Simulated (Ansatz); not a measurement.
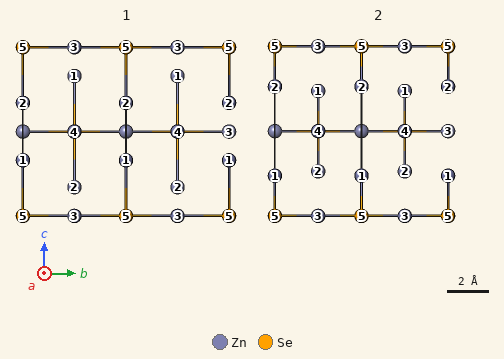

Two geometries of solid Zn4Se (a generated structure, set up in I4/mmm) (coarse preliminary run), drawn at one scale. One is the start of a relaxation, the other its converged end. The picture is a ball-and-stick view of the conventional cell (2 times the calculation's cell), repeated 1 × 2 × 1 with one cell outlined, seen along the a axis. Lengths and directions refer to the drawn axes.

All numbers below come from Ansatz 0.2.0, DFT PBE, scalar-relativistic, plane waves, PAW. (plane-wave cutoff 420 eV; k-point mesh 6 × 6 × 6; occupations gaussian; smearing width 0.1 eV; no spin polarisation; cell and atoms relaxed; force threshold 0.04 eV/Å; at most 70 steps)

### Which of the two is the end point?

Structure 1 is the relaxed one. The largest moves relative to the cell, 0.77 Å, are those of Zn1 and Zn2. Zn1 goes along +c. Se stays in place. The volume changes by +41.0 %, with a = b 4.265 → 5.077 Å (+19.0 %), c 8.351 → 8.307 Å (−0.5 %). Some distances before and after: Zn1–Se5 1.979 → 2.739 Å, Zn3–Se5 2.132 → 2.538 Å. The space group stays I4/mmm (No. 139). The energy falls by 1403 meV per atom in 9 accepted moves (11 points after the start). Largest force component: 8.9 eV/Å at the start, 0.0087 eV/Å at the end. Pressure: 54.12 GPa at the start and −0.06 GPa at the end. The SCF was repeated twice at an unchanged geometry on a basis and grid sized afresh for the cell, which shifted the energy by 21.1 meV per atom at most. Cost: 100 s on 1 thread of Arm Neoverse V2, on a shared host, peak memory 0.43 GiB.
